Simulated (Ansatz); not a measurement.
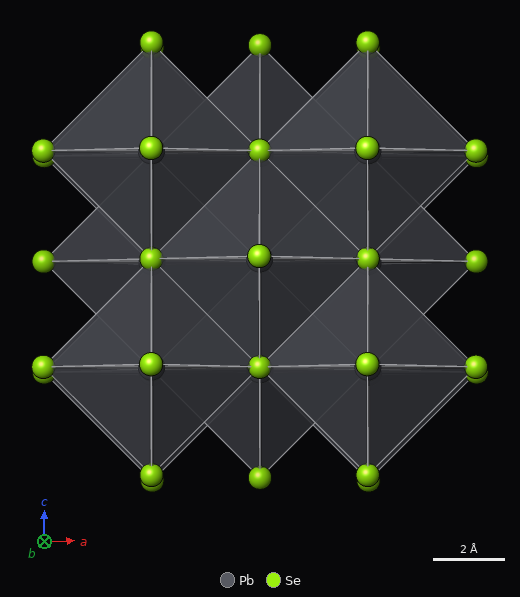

Reference structure: a crystal of PbSe (set up in Fm-3m). The picture is a polyhedral view of the conventional cell (4 times the calculation's cell), seen from a free direction. Lengths and directions refer to the drawn axes.

Theory: DFT, r2SCAN, PAW with Ansatz's default frozen-core files, scalar-relativistic (Ansatz 0.2.0). Settings: plane-wave cutoff 500 eV; k-point mesh 9 × 9 × 9; occupations fermi dirac; smearing width 0.01 eV; no spin polarisation.

The variant: All lengths are scaled by −1.4 % (volume −4.0 %), the atoms keeping their fractional coordinates. No relaxation follows.

### What does the calculation give for the changed structure?

Near-neighbour distances before and after: Pb–Se 3.062 → 3.021 Å. The space group stays Fm-3m (No. 225). It costs 19.0 meV per atom. The pressure goes from 1.4 to 4.0 GPa. All forces vanish by symmetry.

The changed structure in the same view:

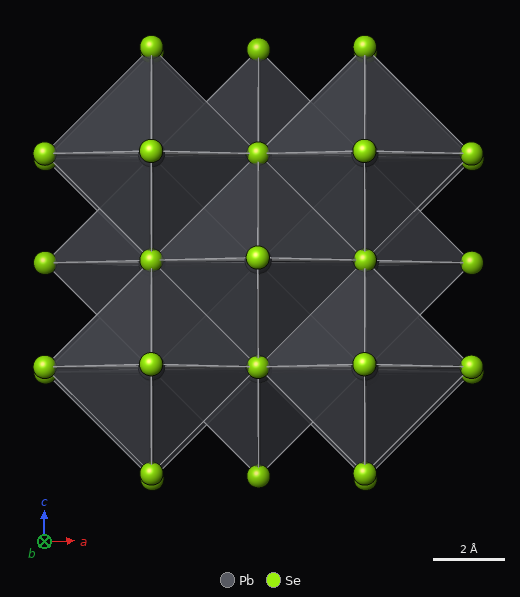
